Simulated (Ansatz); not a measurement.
Geometry relaxation of NbN (part 2 of 2)

NbN (Fm-3m, 2 atoms in the cell); DFT PBEsol, scalar-relativistic, plane waves, PAW, no spin polarisation (Ansatz 0.2.0); cutoff 420 eV, 16×16×16 k-mesh, Fermi–Dirac smearing of 0.15 eV. The structure derives from an entry of the Crystallography Open Database. It belongs to a series of runs on one base structure; here: relaxed at 50 GPa.

Geometry of the input (Å; fractional positions):
```
0.0000  2.1909  2.1909
2.1909  0.0000  2.1909
2.1909  2.1909  0.0000
Nb 0.5000  0.5000  0.5000
N  0.0000  0.0000  0.0000
```

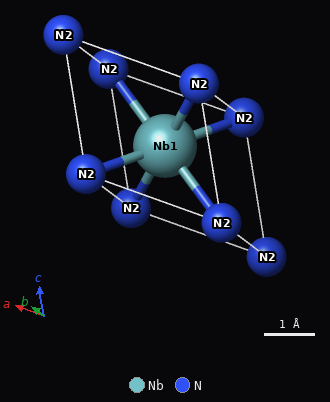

Fig. 1: The geometry at step 2 of the log (ball-and-stick view of the cell of the calculation, seen at an oblique angle; atoms are numbered from 1 in the order of the input).

## Output, continued
```
relax step   4: F+E_penalty+E_count = -4875.96818620 eV  Δ(F+E_penalty+E_count) = +3.133e-2 eV  max|allowed force component| = 5.686e-30 eV/Å  Δτ_max = 0.0000 Å  P = +49.852 GPa  Ω = 18.732 Å³  energy of the carried Pulay correction = +6.641e-3 eV  (6 SCF iters, dr2 threshold 2.00e-7 eV, accepted)
Crystal: 2 atoms, lattice volume = 18.727 Å³
iter 1 solved again at ethr=5.62e-9 eV; its pass at ethr=3.10e-3 eV (dr2=1.01e-6 eV) is discarded
SCF iter   1: F=—  HF=-4875.966582 eV  |F-HF|=—  |Δ(HF+E_count)|=         —  Δρ=7.32e-5  dr2=9.72e-7  ethr=5.62e-9  ⟨swp⟩=1.0  Hψ=11805  notcnv=0
preconditioner: auto → none  [metal: Δε(μ)=0.004 eV  Ē_g=25.675 eV  σ=0.150 eV  W_gap=0.01  n_scr=8 (ndim 8)  ℏωp=34.3 eV  f_vac=0.000  D(μ)=0.83/eV (n_scr^D=8)]
SCF iter   2: F=—  HF=-4875.966581 eV  |F-HF|=—  |Δ(HF+E_count)|=   6.81e-7  Δρ=3.01e-5  dr2=1.87e-7  ethr=5.40e-9  ⟨swp⟩=1.0  Hψ=2465  notcnv=0
iter 3 did not close the SCF: its close was put off for the readings that it lacked (scf_convergence_deferred on its scf_iter line)
SCF iter   3: F=-4875.966581 eV  HF=-4875.966581 eV  |F-HF|=7.73e-10  |Δ(HF+E_count)|=   4.30e-8  Δρ=3.66e-6  dr2=1.58e-9  ethr=1.04e-9  ⟨swp⟩=1.1  Hψ=2563  notcnv=0
iter 4 did not close the SCF: its close was put off for the readings that it lacked (scf_convergence_deferred on its scf_iter line)
SCF iter   4: F=-4875.966581 eV  HF=-4875.966581 eV  |F-HF|=1.09e-11  |Δ(HF+E_count)|=  1.66e-10  Δρ=6.02e-7  dr2=3.70e-11  ethr=8.77e-12  ⟨swp⟩=2.2  Hψ=3016  notcnv=0
iter 5 did not close the SCF: its close was put off for the readings that it lacked (scf_convergence_deferred on its scf_iter line)
SCF iter   5: F=-4875.966581 eV  HF=-4875.966581 eV  |F-HF|=0.00e0  |Δ(HF+E_count)|=  2.73e-12  Δρ=5.31e-8  dr2=9.63e-14  ethr=1.00e-12  ⟨swp⟩=1.0  Hψ=2466  notcnv=0
SCF iter   6: F=-4875.966581 eV  HF=-4875.966581 eV  |F-HF|=0.00e0  |Δ(HF+E_count)|=  2.73e-12  Δρ=9.13e-9  dr2=1.04e-14  ethr=1.00e-12  ⟨swp⟩=3.1  Hψ=7996  notcnv=0
SCF 5 converged in 6 iterations: F = -4875.966581 eV  dr2 = 1.04e-14
relax step   5: F+E_penalty+E_count = -4875.96658094 eV  Δ(F+E_penalty+E_count) = +1.605e-3 eV  max|allowed force component| = 3.862e-30 eV/Å  Δτ_max = 0.0000 Å  P = +50.001 GPa  Ω = 18.727 Å³  energy of the carried Pulay correction = +6.656e-3 eV  (6 SCF iters, accepted)
Basis set: ecut = 420 eV, 339 PW (Γ), exchange–correlation on 40×40×40 points (8 copies of the dense FFT grid, shifted against one another)
Initial wavefunctions: pseudopotential atomic-orbital guess (no wavefunctions were taken with the density)
iter 1 solved again at ethr=2.72e-8 eV; its pass at ethr=3.10e-3 eV (dr2=4.90e-6 eV) is discarded
SCF iter   1: F=—  HF=-4875.962762 eV  |F-HF|=—  |Δ(HF+E_count)|=         —  Δρ=4.91e-4  dr2=6.43e-6  ethr=2.72e-8  ⟨swp⟩=3.1  Hψ=18233  notcnv=0
SCF iter   2: F=—  HF=-4875.962758 eV  |F-HF|=—  |Δ(HF+E_count)|=   4.17e-6  Δρ=2.34e-4  dr2=1.19e-6  ethr=2.72e-8  ⟨swp⟩=2.1  Hψ=3095  notcnv=0
SCF iter   3: F=—  HF=-4875.962760 eV  |F-HF|=—  |Δ(HF+E_count)|=   1.50e-6  Δρ=1.86e-5  dr2=1.11e-8  ethr=6.60e-9  ⟨swp⟩=2.0  Hψ=3073  notcnv=0
SCF iter   4: F=—  HF=-4875.962760 eV  |F-HF|=—  |Δ(HF+E_count)|=   1.38e-8  Δρ=1.14e-6  dr2=1.82e-10  ethr=6.17e-11  ⟨swp⟩=2.1  Hψ=3455  notcnv=0
SCF iter   5: F=—  HF=-4875.962760 eV  |F-HF|=—  |Δ(HF+E_count)|=  6.09e-11  Δρ=2.52e-7  dr2=5.70e-12  ethr=1.01e-12  ⟨swp⟩=2.2  Hψ=3724  notcnv=0
SCF iter   6: F=-4875.962760 eV  HF=-4875.962760 eV  |F-HF|=0.00e0  |Δ(HF+E_count)|=  1.82e-12  Δρ=1.19e-8  dr2=1.57e-14  ethr=1.00e-12  ⟨swp⟩=4.1  Hψ=7156  notcnv=0
SCF 6 converged in 6 iterations: F = -4875.962760 eV  dr2 = 1.57e-14
relax step   6: F+E_penalty+E_count = -4875.96275962 eV  Δ(F+E_penalty+E_count) = +3.821e-3 eV  max|allowed force component| = 8.825e-30 eV/Å  Δτ_max = 0.0000 Å  P = +49.638 GPa  Ω = 18.727 Å³  stress off target by 3.62e-1 GPa  SCF on the basis re-selected at this cell (its energy is not comparable with the rows above)  (6 SCF iters)
basis re-selected at this cell: Δ(F+E_penalty+E_count) = +3.821e-3 eV, ΔP = -0.363 GPa vs the last step (what re-selecting the basis moved, of the pressure what is left beyond the Pulay correction that the steps carried, after the strain that the cell walked since its last selection, with what the two solves' SCF thresholds leave and, on support functions, any second-order correction that the steps lacked; it is no measure of the basis error at this ecutwfc). The dense FFT grid was sized anew with the basis: this SCF ran on 20×20×20 points, the steps before it on 24×24×24, so part of this shift can come from that change (see relax.cell in the input reference). This SCF's stress stands 3.62e-1 GPa from its target on what of the cell is left free (relax.cell.stress_tol is 2.00e-2 GPa) and its largest allowed force component is 8.83e-30 eV/Å (relax.f_tol is 1.00e-3 eV/Å): not within both, so this SCF does not close the relaxation
Crystal: 2 atoms, lattice volume = 18.714 Å³
iter 1 solved again at ethr=3.33e-8 eV; its pass at ethr=3.10e-3 eV (dr2=6.00e-6 eV) is discarded
SCF iter   1: F=—  HF=-4875.958885 eV  |F-HF|=—  |Δ(HF+E_count)|=         —  Δρ=1.78e-4  dr2=5.77e-6  ethr=3.33e-8  ⟨swp⟩=1.0  Hψ=11784  notcnv=0
preconditioner: auto → none  [metal: Δε(μ)=0.004 eV  Ē_g=25.682 eV  σ=0.150 eV  W_gap=0.01  n_scr=8 (ndim 8)  ℏωp=34.3 eV  f_vac=0.000  D(μ)=0.83/eV (n_scr^D=8)]
SCF iter   2: F=—  HF=-4875.958876 eV  |F-HF|=—  |Δ(HF+E_count)|=   9.19e-6  Δρ=7.32e-5  dr2=1.11e-6  ethr=3.20e-8  ⟨swp⟩=1.0  Hψ=2465  notcnv=0
iter 3 did not close the SCF: its close was put off for the readings that it lacked (scf_convergence_deferred on its scf_iter line)
SCF iter   3: F=-4875.958876 eV  HF=-4875.958876 eV  |F-HF|=4.70e-9  |Δ(HF+E_count)|=   2.54e-7  Δρ=8.94e-6  dr2=9.54e-9  ethr=6.15e-9  ⟨swp⟩=1.1  Hψ=2566  notcnv=0
iter 4 did not close the SCF: its close was put off for the readings that it lacked (scf_convergence_deferred on its scf_iter line)
SCF iter   4: F=-4875.958876 eV  HF=-4875.958876 eV  |F-HF|=8.37e-11  |Δ(HF+E_count)|=  8.86e-10  Δρ=1.45e-6  dr2=2.14e-10  ethr=5.30e-11  ⟨swp⟩=2.1  Hψ=2965  notcnv=0
iter 5 did not close the SCF: its close was put off for the readings that it lacked (scf_convergence_deferred on its scf_iter line)
SCF iter   5: F=-4875.958876 eV  HF=-4875.958876 eV  |F-HF|=9.09e-13  |Δ(HF+E_count)|=  6.37e-12  Δρ=1.31e-7  dr2=6.02e-13  ethr=1.19e-12  ⟨swp⟩=2.5  Hψ=3937  notcnv=0
SCF iter   6: F=-4875.958876 eV  HF=-4875.958876 eV  |F-HF|=9.09e-13  |Δ(HF+E_count)|=    0.00e0  Δρ=7.45e-9  dr2=5.20e-15  ethr=1.00e-12  ⟨swp⟩=3.0  Hψ=8001  notcnv=0
SCF 7 converged in 6 iterations: F = -4875.958876 eV  dr2 = 5.20e-15
relax step   7: F+E_penalty+E_count = -4875.95887578 eV  Δ(F+E_penalty+E_count) = +3.884e-3 eV  max|allowed force component| = 5.555e-30 eV/Å  Δτ_max = 0.0000 Å  P = +50.001 GPa  Ω = 18.714 Å³  energy of the carried Pulay correction = +3.814e-5 eV  (6 SCF iters, dr2 threshold 2.00e-7 eV, accepted)
iter 1 solved again at ethr=2.82e-8 eV; its pass at ethr=3.10e-3 eV (dr2=5.08e-6 eV) is discarded
SCF iter   1: F=—  HF=-4875.958864 eV  |F-HF|=—  |Δ(HF+E_count)|=         —  Δρ=2.04e-6  dr2=1.34e-10  ethr=2.82e-8  ⟨swp⟩=3.0  Hψ=18207  notcnv=0
eigensolver tolerance schedule: the retry pair's looser diagonalisation over-reported the residual by 37924.68 of it (diagonalisation noise at 0.53 of the residual, at the tolerance the schedule requests for it); recorded, not acted on — ethr = c·dr2/N_el stays at c = 1.0e-1
SCF iter   2: F=—  HF=-4875.958857 eV  |F-HF|=—  |Δ(HF+E_count)|=   7.23e-6  Δρ=1.00e-6  dr2=2.40e-11  ethr=1.00e-12  ⟨swp⟩=3.1  Hψ=4728  notcnv=0
iter 3 did not close the SCF: its close was put off for the readings that it lacked (scf_convergence_deferred on its scf_iter line)
SCF iter   3: F=-4875.958857 eV  HF=-4875.958857 eV  |F-HF|=9.09e-13  |Δ(HF+E_count)|=  3.00e-11  Δρ=1.60e-7  dr2=6.69e-13  ethr=1.00e-12  ⟨swp⟩=1.0  Hψ=2465  notcnv=0
iter 4 did not close the SCF: its close was put off for the readings that it lacked (scf_convergence_deferred on its scf_iter line)
SCF iter   4: F=-4875.958857 eV  HF=-4875.958857 eV  |F-HF|=0.00e0  |Δ(HF+E_count)|=  9.09e-13  Δρ=2.34e-8  dr2=1.84e-14  ethr=1.00e-12  ⟨swp⟩=1.0  Hψ=2465  notcnv=0
iter 5 did not close the SCF: its close was put off for the readings that it lacked (scf_convergence_deferred on its scf_iter line)
SCF iter   5: F=-4875.958857 eV  HF=-4875.958857 eV  |F-HF|=9.09e-13  |Δ(HF+E_count)|=  9.09e-13  Δρ=8.12e-9  dr2=3.61e-15  ethr=1.00e-12  ⟨swp⟩=1.0  Hψ=2465  notcnv=0
iter 6 did not close the SCF: its close was put off for the readings that it lacked (scf_convergence_deferred on its scf_iter line)
SCF iter   6: F=-4875.958857 eV  HF=-4875.958857 eV  |F-HF|=1.82e-12  |Δ(HF+E_count)|=  9.09e-13  Δρ=1.34e-9  dr2=7.01e-17  ethr=1.00e-12  ⟨swp⟩=1.0  Hψ=2465  notcnv=0
SCF iter   7: F=-4875.958857 eV  HF=-4875.958857 eV  |F-HF|=2.73e-12  |Δ(HF+E_count)|=  2.73e-12  Δρ=1.73e-10  dr2=3.94e-18  ethr=1.00e-12  ⟨swp⟩=1.8  Hψ=5699  notcnv=0
SCF 8 converged in 7 iterations: F = -4875.958857 eV  dr2 = 3.94e-18
relax step   8: F+E_penalty+E_count = -4875.95885685 eV  Δ(F+E_penalty+E_count) = +1.893e-5 eV  max|allowed force component| = 8.086e-30 eV/Å  Δτ_max = 0.0000 Å  P = +49.999 GPa  Ω = 18.714 Å³  stress off target by 6.86e-4 GPa  SCF on the basis re-selected at this cell (its energy is not comparable with the rows above)  (7 SCF iters)
basis re-selected at this cell: Δ(F+E_penalty+E_count) = +1.893e-5 eV, ΔP = -0.002 GPa vs the last step (what re-selecting the basis moved, of the pressure what is left beyond the Pulay correction that the steps carried, after the strain that the cell walked since its last selection, with what the two solves' SCF thresholds leave and, on support functions, any second-order correction that the steps lacked; it is no measure of the basis error at this ecutwfc). This SCF's stress stands 6.86e-4 GPa from its target on what of the cell is left free (relax.cell.stress_tol is 2.00e-2 GPa) and its largest allowed force component is 8.09e-30 eV/Å (relax.f_tol is 1.00e-3 eV/Å): within both
SCF converged after 7 iterations
Free energy (F): -4875.958857 eV
Harris-Foulkes:  -4875.958857 eV  (|F-HF|=2.73e-12)
Internal energy: -4875.898522 eV  (E = F + TS)
E sigma→0 (E₀):  -4875.928690 eV
Entropy (-TS):   -0.060334 eV (-30.167 meV/atom)
Fermi energy:    23.438107 eV
--- Per-component energies (eV) ---
  E_band       = 37.061631
  E_kinetic    = 539.667091
  E_local      = -636.671187  (includes V_loc(G=0)·N_el)
  E_nonlocal   = 166.462752
  E_hartree    = 195.571038
  E_xc         = -239.003461
  E_vxc        = -295.194071  (∫ρ·V_xc dr)
  E_paw        = -3140.599861  (= ΣΔE_a)
  E_vpaw       = -128.345145  (= ΣTr[D̂ρ^β])
  E_aug_tail   = 0.000115  (compensation charges beyond the density's cutoff)
  E_ewald      = -1761.541817
  E_core_change = 0.216808  (= ΣΔE_core)
  E_smearing   = -0.060334  (= −TS)
  E_closure    = 0.000000  (closes the sum)
  Σ components = -4875.958857   (vs F -4875.958857, Δ=0.00e0)
--- Forces (eV/Å), atoms counted from 1 ---
  atom   1  Nb     0.00000000    -0.00000000     0.00000000
  atom   2  N     -0.00000000     0.00000000    -0.00000000
  max |Σ_I F_I| component: 1.33e-29 eV/Å
--- Stress (GPa, compression-positive) ---
       49.999314       0.000000      -0.000000
        0.000000      49.999314       0.000000
       -0.000000       0.000000      49.999314
  P = ⅓ Tr σ = 49.9993 GPa (499.993 kbar)
--- Band table (eV; the first three rows and the last of 145) ---
  k-point 0: bands = ["-32.7644", "-8.2937", "-8.2937", "-8.2937", "5.1015", "19.7508", "19.7508", "19.7508", "21.0663", "21.0663", "21.0663", "23.2940", "23.2940", "27.8626", "32.6094", "48.4445", "48.4445"]
  k-point 1: bands = ["-32.7554", "-8.3656", "-8.2988", "-8.2988", "5.2154", "19.2118", "19.3136", "19.3136", "21.2452", "21.2452", "21.3853", "23.7781", "23.7781", "28.0931", "32.9217", "47.3516", "47.8336"]
  k-point 2: bands = ["-32.7298", "-8.5656", "-8.3134", "-8.3134", "5.5390", "18.1883", "18.4749", "18.4749", "21.6306", "21.6306", "21.8505", "24.8955", "24.8955", "28.6991", "33.7874", "45.4904", "46.2807"]
  k-point 144: bands = ["-32.4444", "-9.2472", "-9.2472", "-8.9000", "6.5428", "15.9791", "17.0322", "17.0322", "23.3176", "23.3176", "26.9526", "27.9775", "28.9732", "36.5772", "36.5772", "36.9444", "41.5435"]
--- Relaxed structure (6 steps of the walk, 6 accepted, 2 SCFs on fresh bases) ---
  F+E_penalty+E_count = -4875.95885685 eV   max|allowed force component| = 8.086e-30 eV/Å   (the final SCF, on the basis selected at the relaxed cell)
  cell:  # Å, volume = 18.7139 Å³
    - [5.636753007710534e-34, 2.1072285863540805, 2.1072285863540805]
    - [2.1072285863540805, 2.8279317086250736e-33, 2.1072285863540805]
    - [2.1072285863540805, 2.1072285863540805, 3.595421890711951e-33]
  atoms:
    - { symbol: Nb, position: [0.5, 0.5, 0.5] }
    - { symbol: N, position: [-2.1976604814163608e-35, 7.325534938048235e-36, 7.325534938056253e-35] }
```

## Trajectory as extended XYZ (Å, eV, eV/Å), 8 frames, from step=1 to step=8
```
2
Lattice="0.0000 2.1909 2.1909 2.1909 0.0000 2.1909 2.1909 2.1909 0.0000" Properties=species:S:1:pos:R:3:forces:R:3 step=1 energy=-4876.28482 pressure_GPa=0.00
Nb    2.1909    2.1909    2.1909    0.0000   0.0000   0.0000
N     0.0000    0.0000    0.0000    0.0000   0.0000   0.0000
2
Lattice="0.0000 2.0841 2.0841 2.0841 0.0000 2.0841 2.0841 2.0841 0.0000" Properties=species:S:1:pos:R:3:forces:R:3 step=2 energy=-4875.73757 pressure_GPa=69.39
Nb    2.0841    2.0841    2.0841    0.0000   0.0000   0.0000
N     0.0000    0.0000    0.0000    0.0000   0.0000   0.0000
2
Lattice="0.0000 2.1118 2.1118 2.1118 0.0000 2.1118 2.1118 2.1118 0.0000" Properties=species:S:1:pos:R:3:forces:R:3 step=3 energy=-4875.99952 pressure_GPa=46.89
Nb    2.1118    2.1118    2.1118    0.0000   0.0000   0.0000
N     0.0000    0.0000    0.0000    0.0000   0.0000   0.0000
2
Lattice="0.0000 2.1079 2.1079 2.1079 0.0000 2.1079 2.1079 2.1079 0.0000" Properties=species:S:1:pos:R:3:forces:R:3 step=4 energy=-4875.96819 pressure_GPa=49.85
Nb    2.1079    2.1079    2.1079    0.0000   0.0000   0.0000
N     0.0000    0.0000    0.0000    0.0000   0.0000   0.0000
2
Lattice="0.0000 2.1077 2.1077 2.1077 0.0000 2.1077 2.1077 2.1077 0.0000" Properties=species:S:1:pos:R:3:forces:R:3 step=5 energy=-4875.96658 pressure_GPa=50.00
Nb    2.1077    2.1077    2.1077    0.0000   0.0000   0.0000
N     0.0000    0.0000    0.0000    0.0000   0.0000   0.0000
2
Lattice="0.0000 2.1077 2.1077 2.1077 0.0000 2.1077 2.1077 2.1077 0.0000" Properties=species:S:1:pos:R:3:forces:R:3 step=6 energy=-4875.96276 pressure_GPa=49.64
Nb    2.1077    2.1077    2.1077    0.0000   0.0000   0.0000
N     0.0000    0.0000    0.0000    0.0000   0.0000   0.0000
2
Lattice="0.0000 2.1072 2.1072 2.1072 0.0000 2.1072 2.1072 2.1072 0.0000" Properties=species:S:1:pos:R:3:forces:R:3 step=7 energy=-4875.95888 pressure_GPa=50.00
Nb    2.1072    2.1072    2.1072    0.0000   0.0000   0.0000
N     0.0000    0.0000    0.0000    0.0000   0.0000   0.0000
2
Lattice="0.0000 2.1072 2.1072 2.1072 0.0000 2.1072 2.1072 2.1072 0.0000" Properties=species:S:1:pos:R:3:forces:R:3 step=8 energy=-4875.95886 pressure_GPa=50.00
Nb    2.1072    2.1072    2.1072    0.0000   0.0000   0.0000
N     0.0000    0.0000    0.0000    0.0000   0.0000   0.0000
```

## Key numbers

| quantity | value |
| --- | --- |
| outcome | converged |
| space group (tolerance 0.01 Å) | Fm-3m (225) |
| electrons treated | 18 |
| free energy | −4875.9589 eV |
| Fermi energy | 23.438 eV |
| gap on the k-point mesh | none (metallic) |
| pressure | 50.00 GPa |
| final volume | 18.71 Å³ |
| largest force (length of the vector) at the end | under 0.001 eV/Å |
| final cell | a = 2.980 Å, b = 2.980 Å, c = 2.980 Å, α = 60.00°, β = 60.00°, γ = 60.00° |
| hardware | 1 thread of AMD EPYC (Zen 3), 32 GiB of memory available, shared host |
| wall time | 31 s |
| peak memory | 0.44 GiB |

## Remarks

Results for this metal are sensitive to the k-point mesh. The cell was relaxed to the target pressure of the input; what is minimised is then the enthalpy E + pV.
